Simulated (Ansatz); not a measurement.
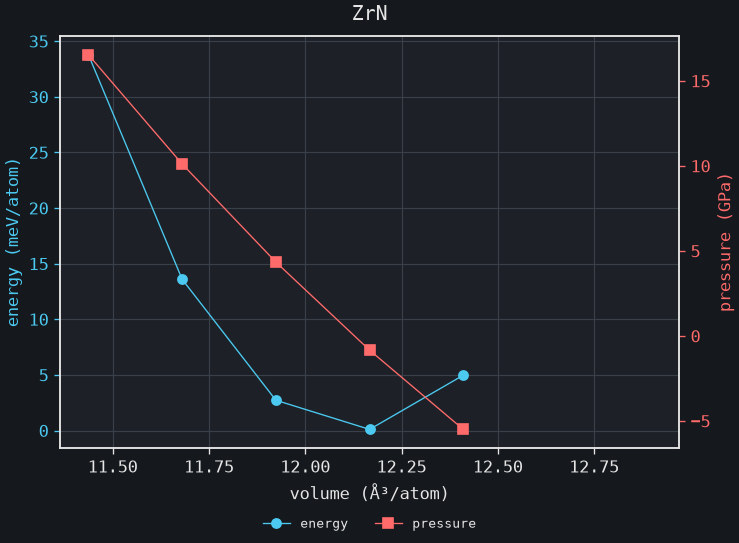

The picture above shows the energy and pressure against volume for ZrN, space group Fm-3m (No. 225).

The given structure:
```xyz
2
Lattice="0.0000 2.3000 2.3000 2.3000 0.0000 2.3000 2.3000 2.3000 0.0000" Properties=species:S:1:pos:R:3 pbc="T T T"
Zr    2.3000    2.3000    2.3000
N     0.0000    0.0000    0.0000
```

Computed with Ansatz 0.2.0: plane-wave DFT, no spin polarisation; energies at scaled volumes of the given cell, shape and fractions fixed, counted from the fit's minimum, third-order Birch-Murnaghan fit. Level: PBE.

k mesh 10×10×10; occupations Fermi–Dirac; smearing width 0.05 eV; potentials Ansatz PAW; wave cutoff 420 eV; density cutoff 1680 eV.

The points at volume 12.65 Å³/atom and 12.90 Å³/atom are left out of the plot. What values does the calculation give there?

| volume (Å³/atom) | energy (meV/atom) | pressure (GPa) |
| --- | --- | --- |
| 12.65 | 16.59 | −9.68 |
| 12.90 | 34.18 | −13.44 |
